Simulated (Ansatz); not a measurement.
# Mn: what the electrons do

Space group P6_3/mmc; computed without spin polarisation. The cell comes from a database of computed structures, not from a measurement.

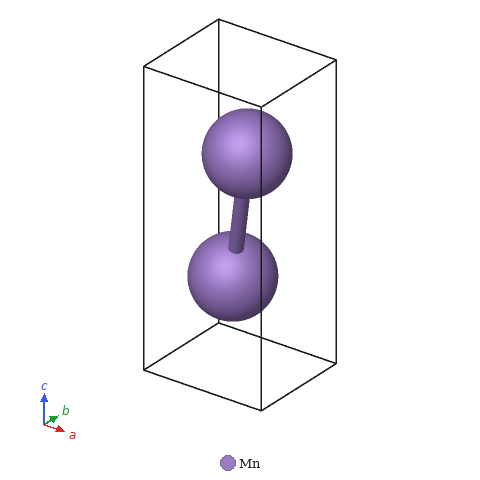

The conventional cell.

Input

```
crystal:
  lattice:
    - [2.4836457705, 0.0, 0.0]
    - [-1.2418228852, 2.1509003313, 0.0]
    - [0.0, 0.0, 4.026195]
  atoms:
    - { symbol: Mn, position: [0.66666667, 0.33333333, 0.75] }
    - { symbol: Mn, position: [0.33333333, 0.66666667, 0.25] }
basis:
  ecutwfc: 420
  fft_grid_basis: typed
kpoints:
  mp_grid: { grid: [15, 15, 8] }
hamiltonian:
  xc: pbe
  pseudopotentials: { kind: paw }
scf:
  occupations: { method: gaussian, width: 0.05 }
output:
  forces: true
  stress: true
  eigenvalues: true
  bader: true
  write_density: true
  volumetric_format: npy
  elf: true
```

Run with:

```sh
ansatz run input.yaml --threads 1 --pin off --max-ram 2560MiB --backend cpu --events-out ev --progress --plain --runs-dir out
```

The picture shows the conventional cell (a = 2.48 Å, b = 2.48 Å, c = 4.03 Å, α = 90.00°, β = 90.00°, γ = 120.00°).

All numbers below come from DFT PBE, scalar-relativistic, plane waves, PAW in Ansatz.

Core electrons are frozen (PAW), so the maps are meaningful between the atoms, not at the nuclei.

Part 1: Bonding charge

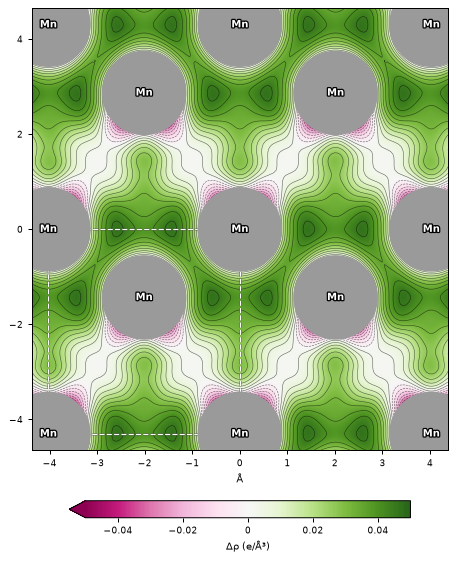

Bonding charge density, ρ(crystal) − Σ ρ(neutral atoms): a map on the (110) plane of the conventional cell, with grey discs over the atomic cores. Cores are masked to 0.9 Å (Mn).

Read the map: where is density gained and where lost?

Mn–Mn (2.47 Å): Δρ is +0.04 e/Å³ at the midpoint. Over the whole cell, outside the masked cores, the largest gain, 0.05 e/Å³, lies 1.4 Å from a manganese nucleus, and the largest loss lies at the edge of the masked core of Mn. In all about 0.15 e an atom is rearranged against the free atoms.

Part 2: States by energy

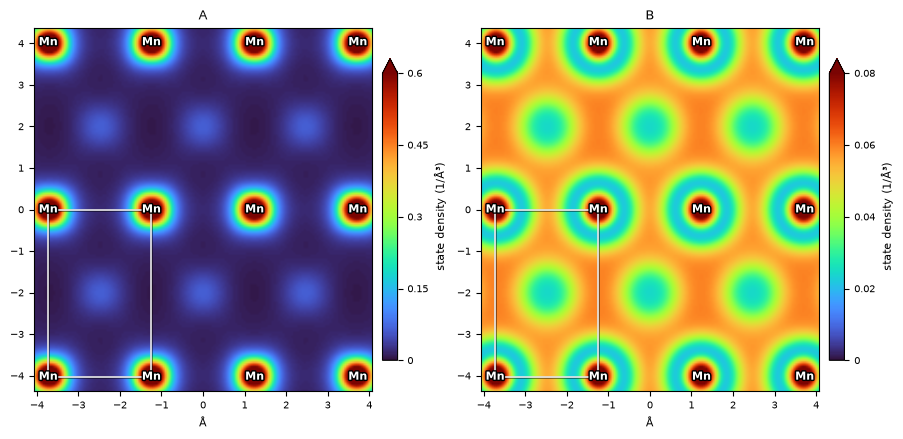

Mn: densities of the states in two energy windows, on the (010) plane of the conventional cell.

The windows, about the Fermi level, are −8.2 to −5.5 eV and −1.2 to 0.0 eV. Which panel shows which?

Panel A: −1.2 to 0.0 eV, the filled states just under the Fermi level, mainly Mn 3d (95 %).
Panel B: −8.2 to −5.5 eV, the lower third of the occupied valence band, mainly Mn 4s (90 %).
The characters are Löwdin shares on a minimal set of atomic orbitals.

Part 3: Change of volume

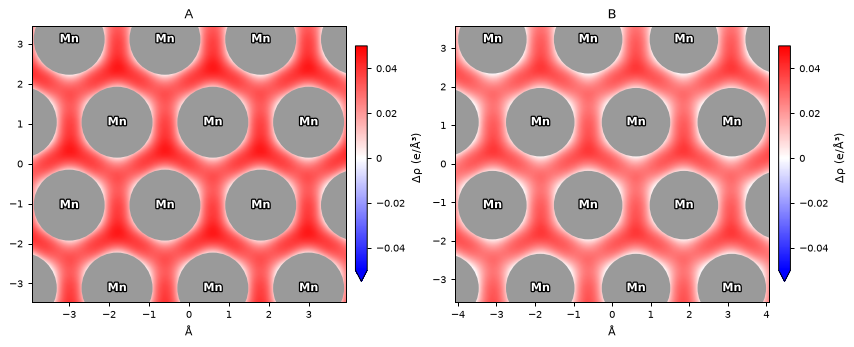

Mn: deformation density on the (001) plane of the conventional cell at two volumes, with the same fractional coordinates and one colour scale. Grey discs cover the cores. Panel A has 90 % of the volume of panel B.

What changes between the database cell and the scaled one?

From B to A, Mn–Mn goes from 2.47 to 2.39 Å, and Δρ at its midpoint from +0.036 to +0.041 e/Å³.
The pressure is −1 GPa in B and 35 GPa in A.
The rearranged charge is 0.15 e an atom in B and 0.16 e in A.

Part 4: Moving an atom

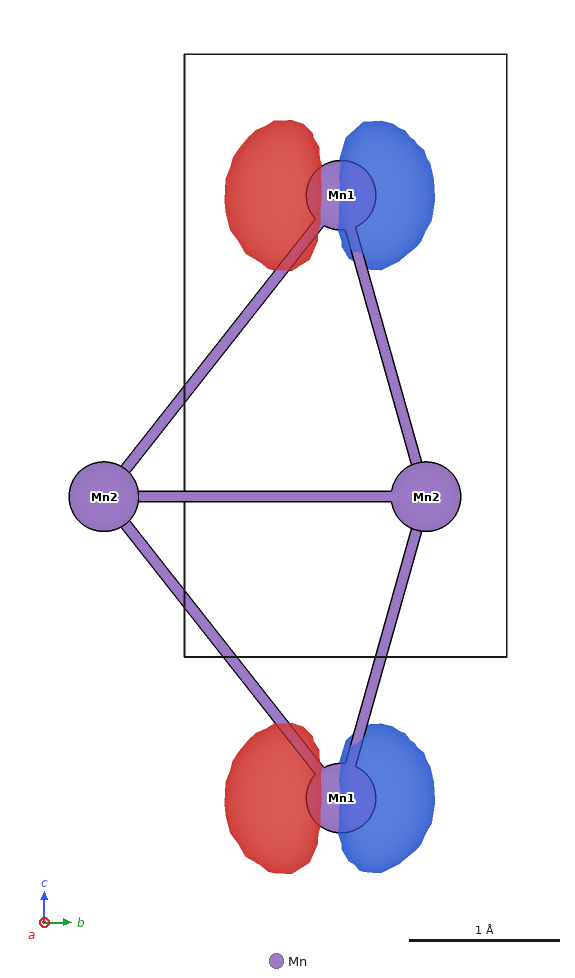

Mn: one atom of the 2-atom cell (and its periodic copies) was moved a little. Density after less density before, blue at +2 and red at −2 e/Å³, seen along the a axis; cell a = 2.48 Å, b = 2.48 Å, c = 4.03 Å, α = 90.00°, β = 90.00°, γ = 120.00°. The lobes lie largely inside the PAW sphere, where the density is a smoothed one.

Which atom moved, and which way?

Mn1 moved towards the blue lobe, to the right in the picture. In the run the shift was 0.15 Å along [1 2 0] in the axes of the cell drawn.

What restoring force does the calculation give for this move?

The force on it changes by 0.30 eV/Å along the move, against it: a stiffness of about 2 eV/Å² for this sublattice shift.

Part 5: Putting it together

The two pressures give a mean stiffness −ΔP/Δln V of about 349 GPa over this range, with the atoms held at their fractional positions.

Run times: 16 s (base cell), 3.7 s (state densities), 18 s (scaled cell) and 30 s (moved atom), on 1 thread of Arm Neoverse V1, on a shared host.
